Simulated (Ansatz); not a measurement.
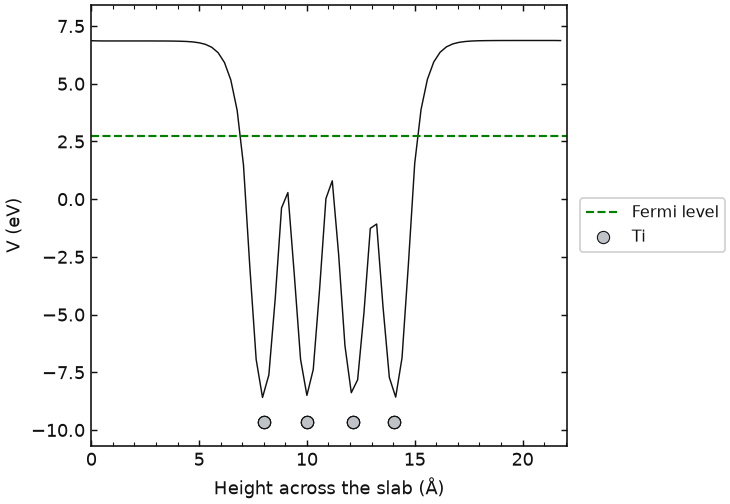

Plane-averaged electrostatic potential energy of an electron across the slab; circles at the bottom mark the heights of the atoms (positions after relaxation).

System: a (100) slab cut from Ti (Fm-3m), 16 atoms in the cell. Starting structure of the relaxation:

```
Ti
1.0
     5.71028    0.00000    0.00000
     0.00000    5.71028    0.00000
     0.00000    0.00000   22.05667
Ti
16
Direct
  0.25000 0.25000 0.36270
  0.25000 0.75000 0.36270
  0.75000 0.25000 0.36270
  0.75000 0.75000 0.36270
  0.50000 0.50000 0.45423
  0.50000 0.00000 0.45423
  0.00000 0.50000 0.45423
  0.00000 0.00000 0.45423
  0.75000 0.75000 0.54577
  0.75000 0.25000 0.54577
  0.25000 0.75000 0.54577
  0.25000 0.25000 0.54577
  0.00000 0.00000 0.63730
  0.00000 0.50000 0.63730
  0.50000 0.00000 0.63730
  0.50000 0.50000 0.63730
```

Level of theory: DFT PBE+D3(BJ), scalar-relativistic, plane waves, PAW, no spin polarisation, 4×4×1 k mesh, 420 eV cutoff, Gaussian smearing of 0.1 eV; code Ansatz.

Q: Read off the work function of each face.

A: The work function is 4.12 eV, the same on both faces. The two vacuum levels agree, so the slab has no net dipole along its normal.

Q: How thick are slab and vacuum?

A: The outermost atoms are 6.1 Å apart, which leaves 16.0 Å of vacuum in a cell 22.1 Å high.
